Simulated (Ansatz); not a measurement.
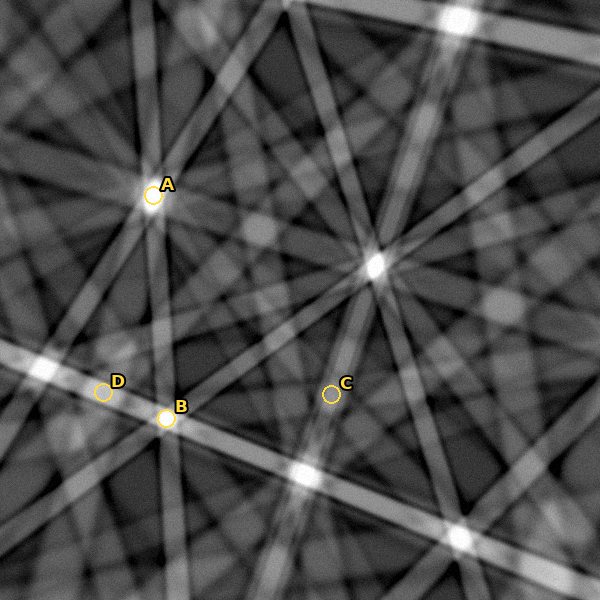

Simulated Kikuchi (electron backscatter) pattern at 20 kV: kinematic bands of width 2θ(Bragg) in gnomonic projection, seen from the camera side; the frame spans ±37° from its centre. Crystal: Ir, space group P6/mmm (No. 191), a = 4.313 Å, c = 2.658 Å (hexagonal axes). Structure: the input geometry of an electronic-structure calculation (not necessarily at equilibrium); the starting structure was generated, so it need not be a known form of this composition.

| atom | site | symmetry | x | y | z |
| --- | --- | --- | --- | --- | --- |
| Ir | 1a | 6/mmm | 0.0000 | 0.0000 | 0.0000 |
| Ir | 2d | -6m2 | 0.3333 | 0.6667 | 0.5000 |

Pole A is [101] and pole B is [1-11].

Index the poles C and D.

C is [2-10], 36.4° from A and 22.3° from B. D is [2-23], 26.2° from A and 8.5° from B.

Which band joins A and B, and how wide is it?

It comes from the planes common to both zones. The strongest order is 1 0 -1 with d = 2.166 Å, so the band is 2θ = 2.3° wide (λ = 0.0859 Å).
